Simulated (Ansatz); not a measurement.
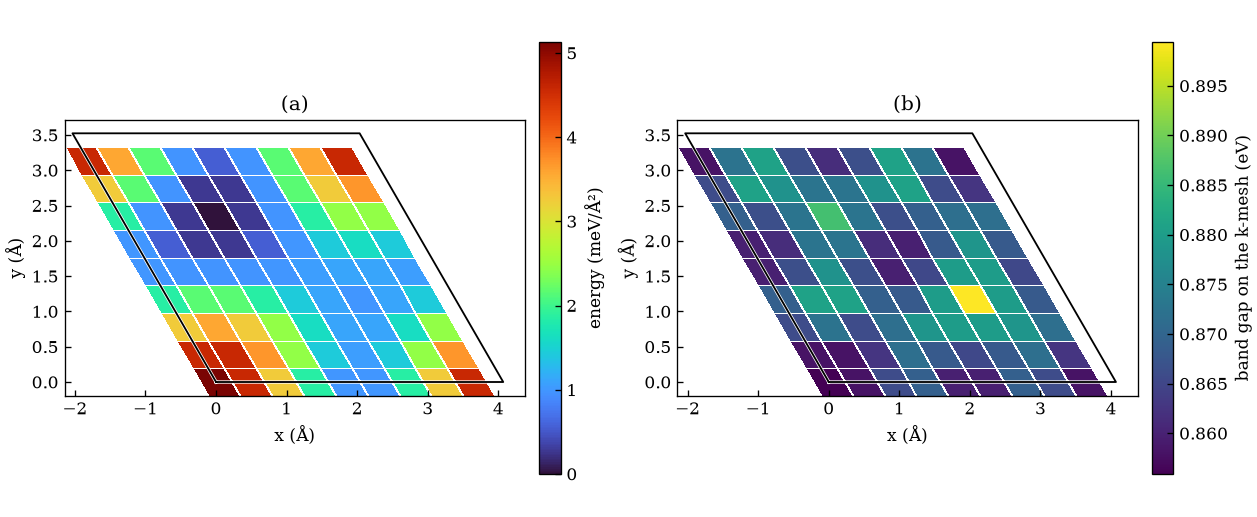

A bilayer of two Sb sheets of the honeycomb type (4 atoms in the cell). The upper layer of a bilayer is slid over the lower one; relaxed at each slide: nothing; the origin of the map has Sb4 above Sb1; the distance between the facing planes is held at 3.85 Å. Places are given modulo a cell vector. The map is drawn in real space over the plane of the slide. The scan uses a 9 × 9 grid; 19 points were computed and 62 follow by symmetry. Energies are in meV/Å², from the lowest grid point. At a held distance the lowest stacking need not be the one that binds best once the distance relaxes. The calculation used Ansatz 0.2.0, DFT PBE+D3(BJ), scalar-relativistic, plane waves, PAW. Settings: cutoff 420 eV, k-mesh 9×9×1, gaussian smearing 0.05 eV, no spin polarisation.

Panel (a) is the energy; panel (b) is the computed band gap on the k-mesh, in eV.

The picture shows one coloured cell a grid point, the outline of one cell of the plane.

### How does the band gap on the k-mesh vary over the map, and what is it at the lowest grid point?

It runs from 0.86 eV at (0/9, 0/9) of the cell vectors to 0.90 eV at (6/9, 3/9) of the cell vectors. At the lowest grid point, (3/9, 6/9) of the cell vectors, it is 0.89 eV.
